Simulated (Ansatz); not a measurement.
**ScAl: density, localisation and related maps**

Input

```
crystal:
  lattice:
    - [3.37034897, 0.0, 0.0]
    - [0.0, 3.37034897, 0.0]
    - [0.0, 0.0, 3.37034897]
  atoms:
    - { symbol: Sc, position: [0.5, 0.5, 0.5] }
    - { symbol: Al, position: [-0.0890115542, 0.0, 0.0] }
basis:
  ecutwfc: 500
kpoints:
  mp_grid: { grid: [14, 14, 14] }
hamiltonian:
  xc: r2scan
scf:
  occupations: { method: gaussian, width: 0.15 }
output:
  forces: true
  stress: true
  eigenvalues: true
  write_density: true
  write_potential: true
  elf: true
  volumetric_format: npy
```

Command:

```sh
ansatz run input.yaml --threads 1 --pin off --max-ram 2560MiB --backend cpu --events-out ev --progress --plain --runs-dir out
```

Below, planes, directions and counts refer to the conventional cell (a = 3.37 Å, b = 3.37 Å, c = 3.37 Å, α = 90.00°, β = 90.00°, γ = 90.00°).

Space group P4mm; a structure from a database of computed crystals, not necessarily the ambient phase; changed on purpose from its base cell (all Al atoms moved -0.300 Å, as atom 2 along Cartesian [1 0 0]); not relaxed (largest force 1.6 eV/Å); computed pressure about 2 GPa in this cell.

Computed with Ansatz 0.2.0, DFT r2SCAN, scalar-relativistic, plane waves, PAW.

The density is the valence pseudo-density of a PAW calculation; it isn't the true density close to the nuclei.

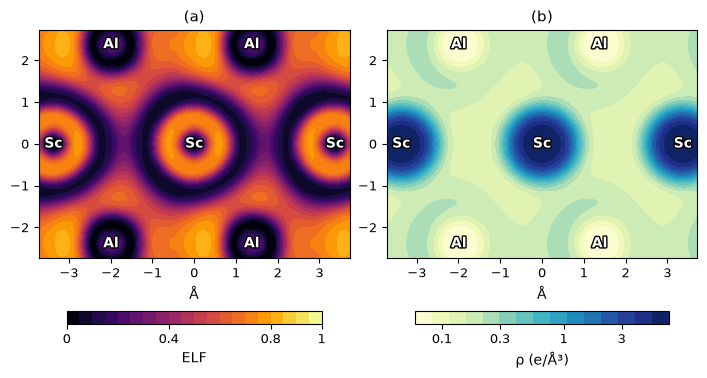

Figure 1. (a) ELF; (b) valence pseudo-density on the (11̄0) plane of the conventional cell.

Read the bonding off the picture.

The plane passes through Sc and Al nuclei. Sc–Al (2.76 Å): the density is about 0.19 e/Å³ at the midpoint; the ELF peaks at about 0.60 in the valence shell of Al, 1.0 Å from its nucleus, and is about 0.25 at the midpoint; no shared electron pair shows on this line. Between the atoms the lowest density in this plane is 0.12 e/Å³. The features right at Sc lie inside the PAW spheres, where the map follows smoothed inner orbitals and isn't to be read closely.

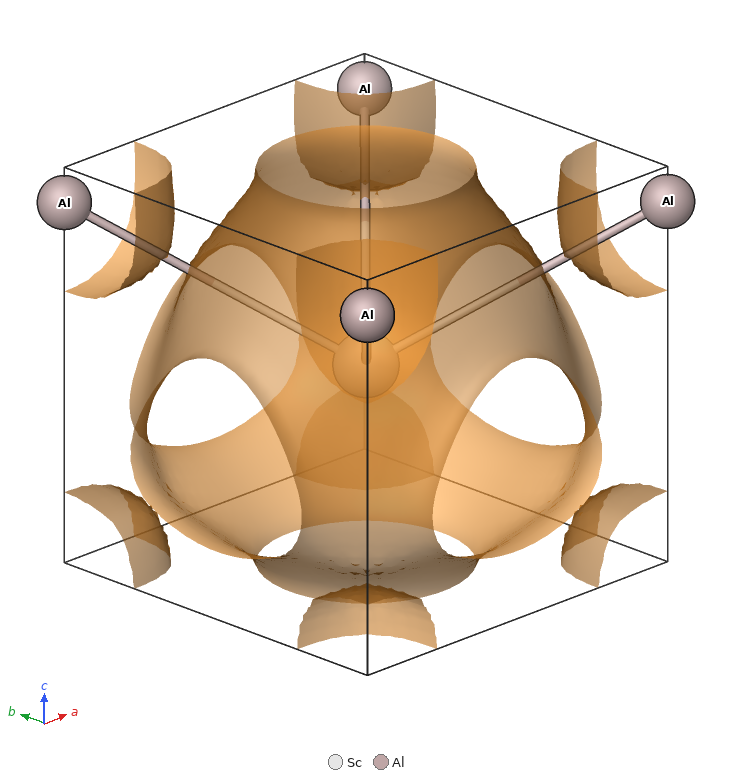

Figure 2. Isosurface of the ELF at 0.55 (orange), seen at an oblique angle. Core shells and regions of very low density are left out. Sticks mark near contacts.

Where are the electrons localised?

The surface consists of one network that runs through the whole crystal, counted in one cell of 2 atoms. Any copies at cell faces, edges or corners count once.

Does the calculation give a band gap?

It is metallic or semimetallic at this level of theory: no gap opens.
